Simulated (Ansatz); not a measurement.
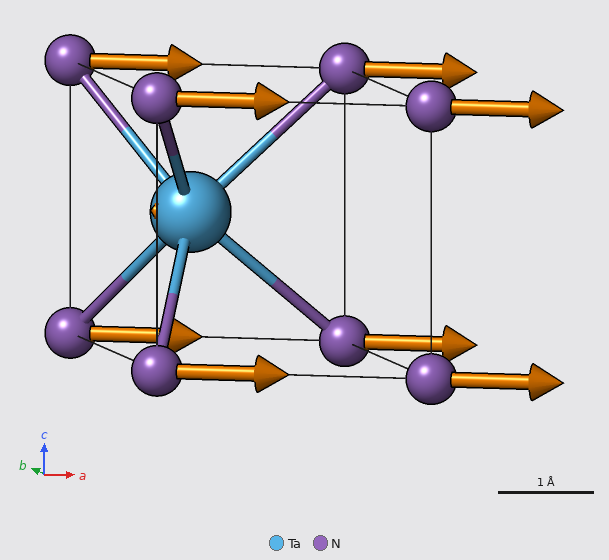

The lowest optical mode of crystalline TaN relaxed at −1 GPa, space group P-6m2 (No. 187), at the zone centre. The orange arrows are the displacements of the atoms (eigenvector over the root of the mass), of arbitrary overall length and sign. A ball-and-stick model of the cell of the calculation, seen slightly off an axis.

These are results of Ansatz, DFT PBE, scalar-relativistic, plane waves, PAW, not measurements. (plane-wave cutoff 420 eV; k-point mesh 18 × 18 × 14; occupations fermi dirac; smearing width 0.15 eV; target pressure -1 GPa; no spin polarisation)

The frequencies depend somewhat on the k-mesh and the smearing.

Question: Is the structure stable against all modes at this point?

Answer: Yes: this softest mode has a real frequency, and so have all others here. That speaks for this wave vector alone: the rest of the zone wasn't checked in this run. This is the E′ mode (doubly degenerate; one member of the set is drawn) at 508 cm⁻¹, the lowest optical level, infrared- and Raman-active by symmetry. The N sublattice moves against the Ta sublattice, along a; the kinetic energy is shared as N 93 %, Ta 7 %. The crystal is a metal, so free carriers screen the infrared response.
